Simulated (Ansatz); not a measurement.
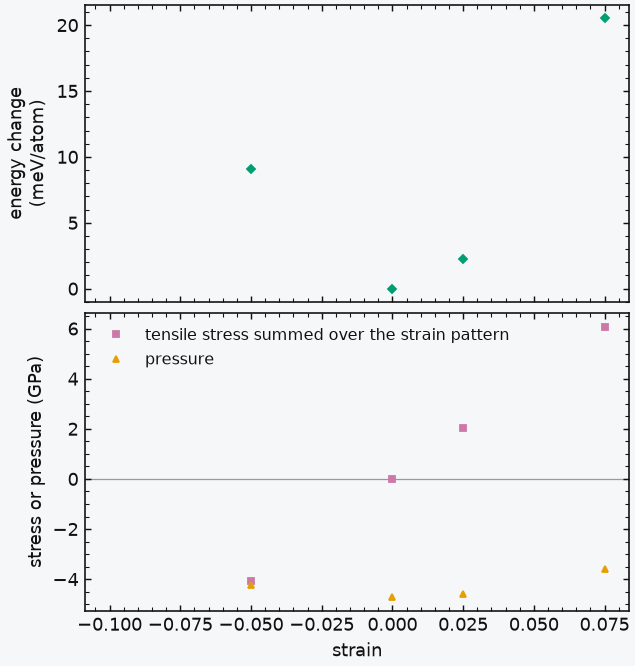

The picture above shows the energy change, tensile stress summed over the strain pattern and pressure against strain for AlPt, space group Pm-3m (No. 221).

The given structure:
```yaml
crystal:
  lattice:
    - [3.09155, 0.00000, 0.00000]
    - [0.00000, 3.09155, 0.00000]
    - [0.00000, 0.00000, 3.09155]
  atoms:
    - { symbol: Al, position: [0.00000, 0.00000, 0.00000] }
    - { symbol: Pt, position: [0.50000, 0.50000, 0.50000] }
```

Computed with Ansatz 0.2.0: homogeneous strain of a crystal along one Voigt pattern with engineering shear, fractional coordinates fixed, by plane-wave density functional theory with PAW datasets, free energies less that of the undisturbed cell, pressure positive in compression; scalar-relativistic. Level: r2SCAN, no spin polarisation.

wave cutoff 500 eV; k mesh 16×16×16; occupations Gaussian; smearing width 0.15 eV; k shift (0, 0, 0) (mesh steps); start as given; strain pattern (0, 0, 0, 0, 0, 1) (xx yy zz yz xz xy with engineering shear).

The point at strain −0.100 is left out of the plot. What does the calculation give there?

```tsv
strain	energy change (meV/atom)	tensile stress summed over the strain pattern (GPa)	pressure (GPa)
-0.100	36.48	-8.0	-2.700
```

Note: reference crystal is not relaxed.
